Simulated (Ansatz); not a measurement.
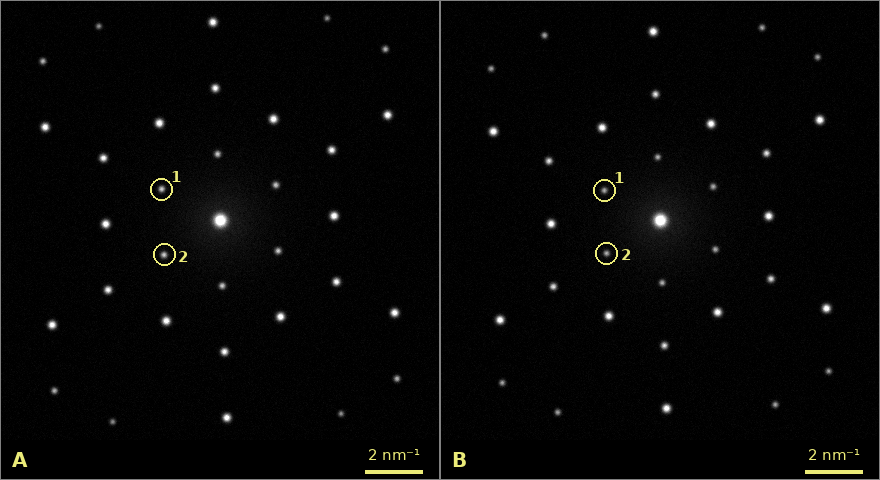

Kinematic electron diffraction patterns (200 kV, B = 0.5 Å², same scale) along [111] of the run's own cell, for the start and the end of one relaxation of Tl with DFT PBE, scalar-relativistic, plane waves, PAW (Ansatz 0.2.0). k mesh 6×6×6. The start is a generated model structure, and the relaxation ends in the nearest stationary point of its symmetry, not necessarily the ground state. Spot 1 is -1 0 1 and spot 2 is 0 -1 1 in both.

Start structure:

```
Tl
1.0
     4.28503    2.47396    7.87875
    -4.28503    2.47396    7.87875
     0.00000   -4.94792    7.87875
Tl
12
Direct
  0.02557 0.63190 0.02557
  0.02557 0.02557 0.63190
  0.63190 0.02557 0.02557
  0.97443 0.36810 0.97443
  0.36810 0.97443 0.97443
  0.97443 0.97443 0.36810
  0.23417 0.60873 0.23417
  0.23417 0.23417 0.60873
  0.60873 0.23417 0.23417
  0.76583 0.39127 0.76583
  0.39127 0.76583 0.76583
  0.76583 0.76583 0.39127
```

Which pattern belongs to the start structure, and which to the relaxed one?

A is the start: its cell gives d(1) = 4.285 Å, d(2) = 4.285 Å and an angle of 60.0°. B is the relaxed structure, with d(1) = 4.496 Å (+4.9 %), d(2) = 4.496 Å (+4.9 %) and 60.0°.

Name reflections whose intensity changes strongly on relaxation.

0 2 -2 goes from 64 to 36 % of the strongest spot; 0 1 -1 goes from 23 to 13 % of the strongest spot.

What did the relaxation do to the structure and the energy?

The volume changed by -14.1 % to 35.88 Å³ an atom; with the mean shift removed, the atoms moved by up to 1.30 Å relative to the cell (Tl most); the space group stayed R-3m (No. 166); the free energy fell by 120 meV an atom. Relaxed cell: a = 8.047 Å, b = 8.047 Å, c = 8.047 Å, α = 67.93°, β = 67.93°, γ = 67.93°.
